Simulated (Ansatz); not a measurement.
```xyz
12
Lattice="4.5727 0.0000 0.0000 0.0000 4.5727 0.0000 0.0000 0.0000 4.5727" Properties=species:S:1:pos:R:3 pbc="T T T"
O     0.0000    0.0000    0.0000
O     2.2864    2.2864    0.0000
O     2.2864    0.0000    2.2864
O     0.0000    2.2864    2.2864
Li    1.1432    1.1432    1.1432
Li    3.4296    3.4296    1.1432
Li    3.4296    1.1432    3.4296
Li    1.1432    3.4296    3.4296
Li    3.4296    1.1432    1.1432
Li    1.1432    3.4296    1.1432
Li    1.1432    1.1432    3.4296
Li    3.4296    3.4296    3.4296
```

Space group Fm-3m; started from the antifluorite prototype, which need not be the ambient phase.

Method: DFT, HSE06, plane waves, PAW in Ansatz.

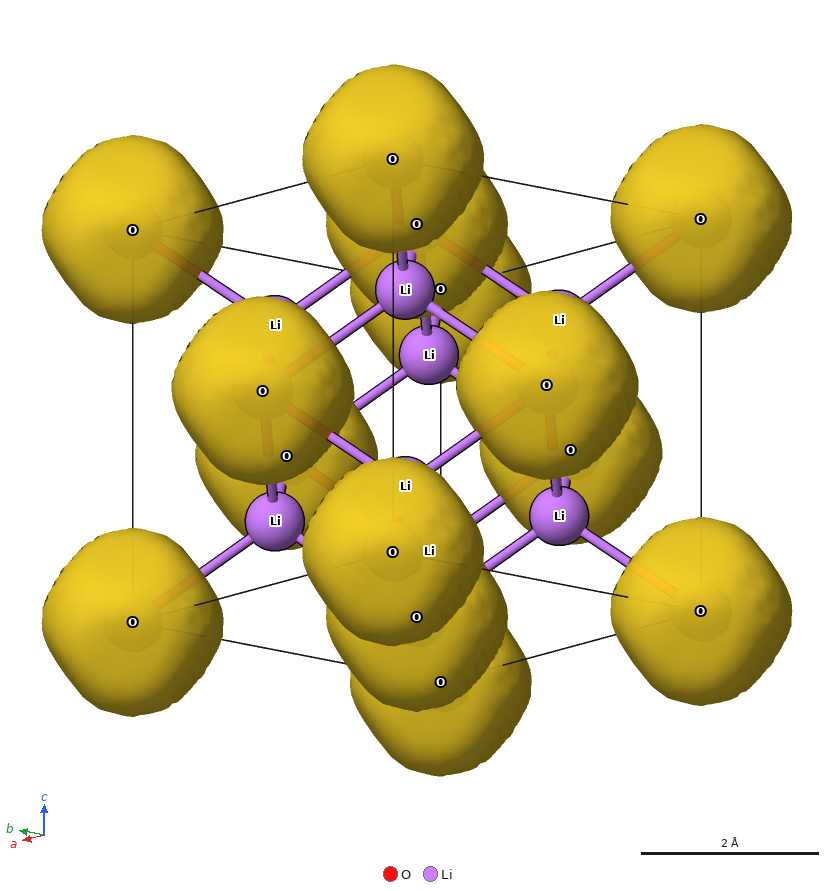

Li$_{2}$O. Isosurface of the electron localisation function at 0.65 (yellow), seen at an oblique angle. Only the valence region is drawn (cores and ρ < 0.01 e/Å³ removed). Sticks mark near contacts.

Core electrons are frozen (PAW), and the valence fields are smoothed inside the atomic spheres.

> Identify the bonds, lone pairs and shells in this picture.

The ELF exceeds this value in four regions wrapped around O (the valence shell of each), counted in one cell of 12 atoms. Any copies at cell faces, edges or corners count once.

Values along the shortest contacts:
Li–O (1.98 Å): the ELF peaks at about 0.85 in the valence shell of O, 0.6 Å from its nucleus, and falls to about 0 next to Li: an ionic contact with no shared pair.

> Metal or insulator at this level of theory?

It is gapped, with a Kohn–Sham gap of 6.7 eV on the k-point mesh (the band edges may lie off the mesh, which would make the gap smaller).
